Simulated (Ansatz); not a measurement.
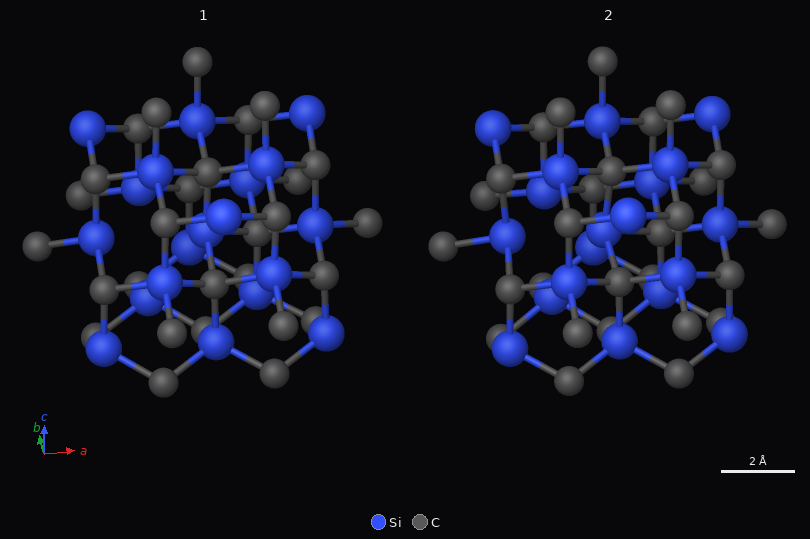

Two geometries of a defect cell of composition Si128C127 (cell charge −2), drawn at one scale. One is the start of a relaxation, the other its converged end. The picture is a ball-and-stick view of the atoms within 5.0 Å of the atom that moves most (axes of the cell of the calculation (origin shifted)), seen from a free direction.

Method: DFT, PBEsol, PAW, plane waves (Ansatz 0.2.0). (plane-wave cutoff 420 eV; k-point mesh 1 × 1 × 1; mesh shifted by (0.25, 0.25, 0.25); collinear spin; atoms relaxed in a fixed cell; force threshold 0.03 eV/Å; at most 80 steps)

> Which geometry has the lower energy?

Structure 2 is the relaxed one. Over 5 geometry steps the energy falls by 4.747 eV per cell of the calculation. Largest force component: 2.1 eV/Å at the start, 0.0087 eV/Å at the end. A Si atom moves most: 0.21 Å roughly along [−2 1 0]. Largest moves by element: Si 0.21 Å, C 0.07 Å. The cell doesn't change. Among the contacts that change: Si–Si 3.079 → 2.708 Å, Si–Si 3.055 → 2.709 Å, C–Si 1.855 → 1.963 Å, C–Si 1.876 → 1.963 Å. Among the angles between lasting bonds that change: C–Si–C 109.2° → 101.0°, Si–C–Si 106.5° → 114.5°, C–Si–C 108.4° → 101.2°.

Limits of the set-up: the cell is charged, on a uniform background, and energies carry no finite-size correction.
